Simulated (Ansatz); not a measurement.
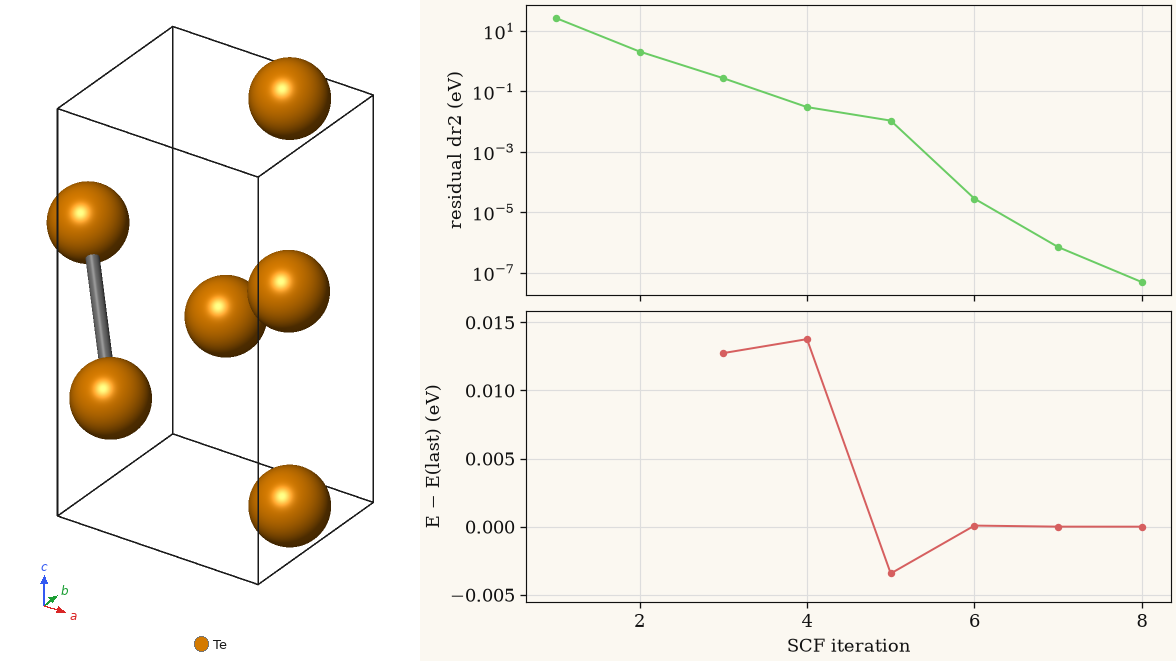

Beside the plot: the structure in its conventional cell.

The plot shows the SCF iterations of a calculation: density residual dr2, Harris–Foulkes energy less its last value. The starting density is a sum of atomic densities corrected by a trained network. The first two energies lie far off the scale and aren't drawn.

Te (3 atoms in the cell, total charge +4), run with Ansatz.

```
crystal:
  lattice:
    - [4.4693605305, 0.0, 0.0]
    - [-2.2346802653, 3.8705797581, 0.0]
    - [0.0, 0.0, 5.9266289346]
  atoms:
    - { symbol: Te, position: [0.2647614219, 0.0, 0.3333333333] }
    - { symbol: Te, position: [0.0, 0.2647614219, 0.6666666667] }
    - { symbol: Te, position: [0.7352385781, 0.7352385781, 0.0] }
basis:
  ecutwfc: 500
kpoints:
  mp_grid: { grid: [12, 12, 6] }
hamiltonian:
  xc: r2scan
scf:
  occupations: { method: gaussian, width: 0.02 }
  max_iter: 75
output:
  forces: true
  eigenvalues: true
  stress: true
total_charge: 4
```

Launched with:
```bash
ansatz run input.yaml --threads 1 --pin off --max-ram 2560MiB --backend cpu --events-out ev --progress --plain --runs-dir out
```

Question: How did this run end?

Answer: The run converged; it took 8 iterations. The residual falls at every step. From the first spectrum the program read the system as a metal and chose the LDOS preconditioner.

Question: Is anything amiss with this input?

Answer: The input holds a fault (a charge that the system can't hold). The SCF closed all the same, which doesn't make the results meaningful for the real system.
